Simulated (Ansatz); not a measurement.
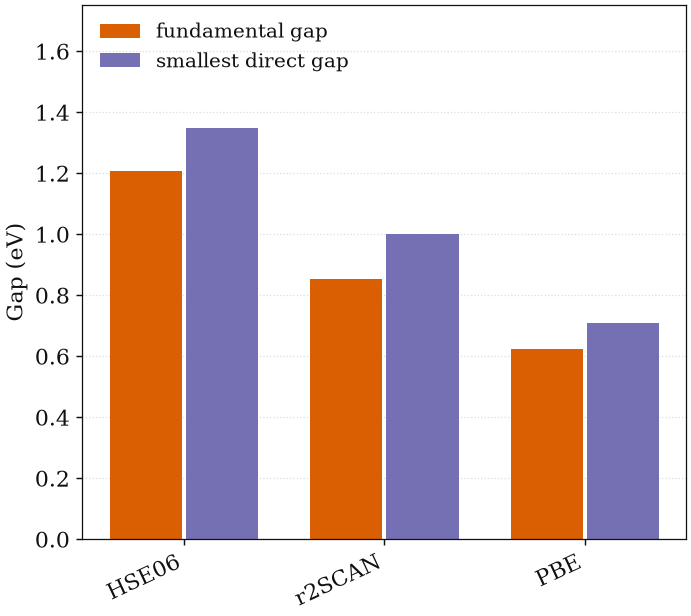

Gaps of Si3Ge, space group R3m (No. 160), 4 atoms in the cell, hydrostatic strain +3.9%, at several levels of theory on one cell (Ansatz, plane waves and PAW; edges over the mesh and the special points).

> How does the gap depend on the level, and does its kind change?

In rising order: PBE 0.62 eV, r2SCAN 0.85 eV and HSE06 1.21 eV. It is indirect at every level.
